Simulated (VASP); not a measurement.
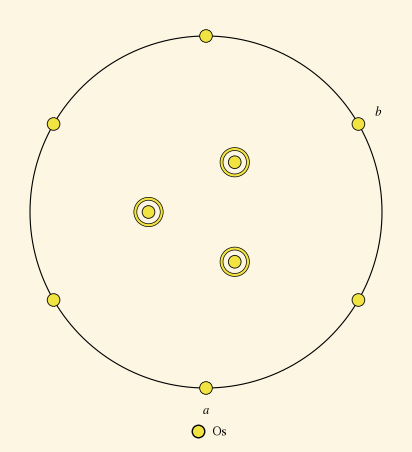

For Os, the end point of a relaxation with VASP, VASP Kohn-Sham DFT of a periodic cell, BLYP with D3(BJ), VASP PAW PBE potentials, recommended: directions from one osmium atom at (2/3, 1/3, 3/4) to its bonded neighbours, in stereographic projection down c (filled: above the plane of the page or in it, open: below). Geometry calculated from the standardised cell; symmetry tolerance 0.002 Å.

Neighbours are counted up to 3.02 Å for Os.

```
CELL_PARAMETERS angstrom
2.75760 0.00000 0.00000
-1.37880 2.38815 0.00000
0.00000 0.00000 4.35513
ATOMIC_POSITIONS crystal
Os 0.66667 0.33333 0.75000
Os 0.33333 0.66667 0.25000
```

**How many neighbours are there, and at what angles?**

12: 6 Os at 2.70 Å, 6 Os at 2.76 Å. Angles between bonds: 59° (12×), 60° (6×), 61° (6×), 90° (12×), 108° (3×), 120° (6×), 121° (12×), 146° (6×), 180° (3×).

**What is the site's symmetry in the crystal?**

Point group -6m2 (D3h), order 12: one −6 axis, three twofold axes, four mirror planes. In P6_3/mmc, No. 194 this is Wyckoff position 2c.
